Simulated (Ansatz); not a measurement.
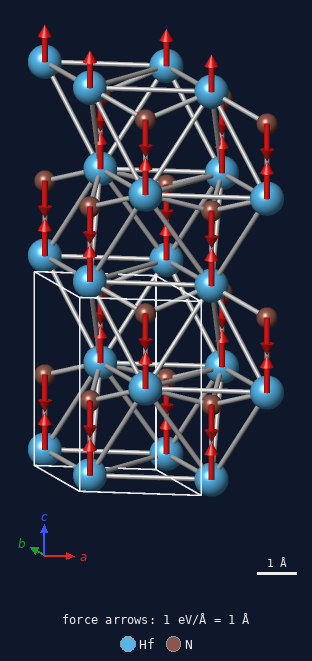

A changed version of a symmetric starting cell of HfN (made from another compound by putting Hf in place of Ta), with the computed forces as red arrows. Besides, all lengths are scaled by +2.3 % (volume +7.0 %). Style: ball-and-stick. Shown: the cell of the calculation, repeated 2 × 2 × 2 with one cell outlined, slightly off an axis.

All numbers below come from Ansatz 0.2.0, DFT PBEsol, scalar-relativistic, plane waves, PAW. Settings: plane-wave cutoff 420 eV; k-point mesh 15 × 15 × 8; occupations gaussian; smearing width 0.1 eV; no spin polarisation.

Describe the distortion and the response.

The atoms keep their fractional coordinates. No relaxation follows. The starting cell wasn't computed here and needn't be at equilibrium, so pressure and forces aren't due to the change alone. Some distances before and after: Hf–Hf 3.088 → 3.158 Å, Hf–Hf 3.071 → 3.141 Å, Hf–N 1.926 → 1.970 Å, Hf–N 1.873 → 1.916 Å. The space group stays P6_3mc (No. 186). The pressure is 88.5 GPa (not all of it need come from the change, since the unchanged cell can be under pressure at this level too). The principal stresses (compression positive) are 73.7 GPa along c and 95.9 GPa across it. The largest forces, 0.99 eV/Å, act on Hf and N.
